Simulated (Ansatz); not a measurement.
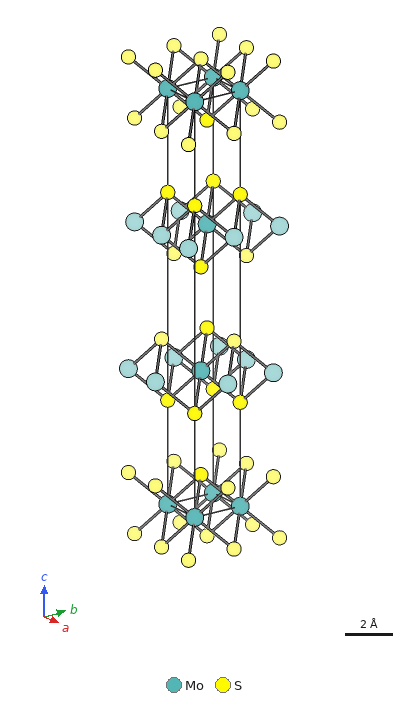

**Figure 1.** The input geometry (ball-and-stick view of the cell 3 times as large as that of the calculation, set on its symmetry axes, seen slightly off an axis; neighbours outside the cell are drawn fainter). An atom can appear more than once, as a periodic image. Near neighbours in the periodic cell (some may lie outside the picture): Mo has 6 S at 2.39 Å; S has 3 Mo at 2.39 Å.

Single-point calculation of MoS2 (part 1 of 3)

System: MoS2 (R-3m, 3 atoms in the cell).
Method: DFT r2SCAN+U, scalar-relativistic, plane waves, PAW, Ueff = 4 eV on Mo atom 1 d, spin-polarised (Ansatz 0.2.0).

The structure derives from an entry of the Crystallography Open Database. It belongs to a series of runs on one base structure; here: random orbitals: harmonics, high filling. Figures and captions count atoms from 1; the log counts them from 0 in places.

## Log
```
Warning: crystal.symmetry: narrowed to the stabiliser of the occupation matrices — unitary ops 12 → 4; lowered by the specified shell (site 0, l: d); largest admitted image defect 4.4e-16, smallest excluded 7.1e-1 — at a splitting's scale: the group the occupation matrices' own texture admits
basis.fft_grid_basis auto: the FFT boxes are laid along the combinations [[1, -1, 0], [0, 1, 0], [0, -1, 1]] of the cell's own vectors, 3.171, 6.383 and 3.171 Å long. The dense box has 24×48×24 points. Along the cell's own vectors, as sized, it would have 48×48×48, 4.00 times as many. Of the 12 symmetry operations that the crystal satisfies within crystal.symmetry.tolerance (time reversal apart; of a slab, those that keep its plane) the dense box along the cell's own vectors carries 12, and the one as laid loses 8 of those. basis.fft_grid_basis: typed keeps the cell's own vectors: state it where this run's energies or levels are differenced outside the engine with another run's, or held beside a run that keeps those vectors. Those combinations have planes normal to reciprocal vector 3, as the cell's own vectors have. Each planar average written beside output.write_density, output.write_potential has a row for each plane of the box: 24. The volumetric files lie along those combinations, not along the cell's own vectors: a cube or XSF file states them, and fields.json those of NumPy files.
Mo: projections on atomic orbitals take those of the free atom [Ar 3d10] 4s2 4p6 4d5 5s1, of charge +0.00 (hamiltonian.pseudopotentials.projection_atoms); the dataset's partial waves leave at most 6.0e-6 of an orbital's norm unspanned inside its sphere
S: projections on atomic orbitals take those of the free atom [Ne] 3s2 3p4, of charge +0.00 (hamiltonian.pseudopotentials.projection_atoms); the dataset's partial waves leave at most 1.6e-7 of an orbital's norm unspanned inside its sphere
Engine: ansatz 0.2.0, aarch64-unknown-linux-gnu
Pseudopotentials: kind: paw
Pseudopotential: Mo, paw, valence charge 14, recommended cutoff 500 eV (meta_gga), Mo.paw.azcp
Pseudopotential: S, paw, valence charge 6, recommended cutoff 500 eV (meta_gga), S.paw.azcp
Functional definition: r2SCAN
  parameter k0 = 0.174
  parameter k1 = 0.065
  parameter a1 = 4.9479
  exchange = r2scan_x(k0 = k0, k1 = k1, a1 = a1)
  correlation = r2scan_c
Crystal: 3 atoms, lattice volume = 53.250 Å³
Basis set: ecut = 500 eV, 1355 PW (Γ), FFT grids on a1−a2, a2, −a2+a3, exchange–correlation on 96×192×96 points (64 copies of the dense FFT grid, shifted against one another)
Bands: 18, of which v1, the nominal top of the filled ones, is band 13 counted from 1 (12 counted from 0)
Symmetry: 4 space group operations
k-points: 100 of 343
Non-local potential: Mo, projectors of the file, l = 0: 3, l = 1: 2, l = 2: 2, l = 3: 1
Non-local potential: S, projectors of the file, l = 0: 2, l = 1: 2, l = 2: 2
PAW form: soft (Blöchl's): semilocal exchange-correlation on the pseudo side does not see the compensation charge
PAW frozen core: Mo, regenerated for the run's functional (the file was generated under x = pbe(κ = 0.804, μ = 0.2195149727645171), c = pbe(β = 0.06672455060314922))
PAW frozen core: S, regenerated for the run's functional (the file was generated under x = pbe(κ = 0.804, μ = 0.2195149727645171), c = pbe(β = 0.06672455060314922))
PAW one-centre angular grid: Mo, 590 points (default); XC on 160 Gauss nodes
PAW one-centre angular grid: S, 302 points (default); XC on 160 Gauss nodes
Initial density: superposition of atomic densities (chi_scale 0.1, normalization cell)
Starting moments: Σ|m| = 2 μB on 1 of 3 sites
Initial wavefunctions: pseudopotential atomic-orbital guess
Functional: x = r2scan, c = r2scan; τ floored in thin density (d = 2e-4 eV/Å³)
```
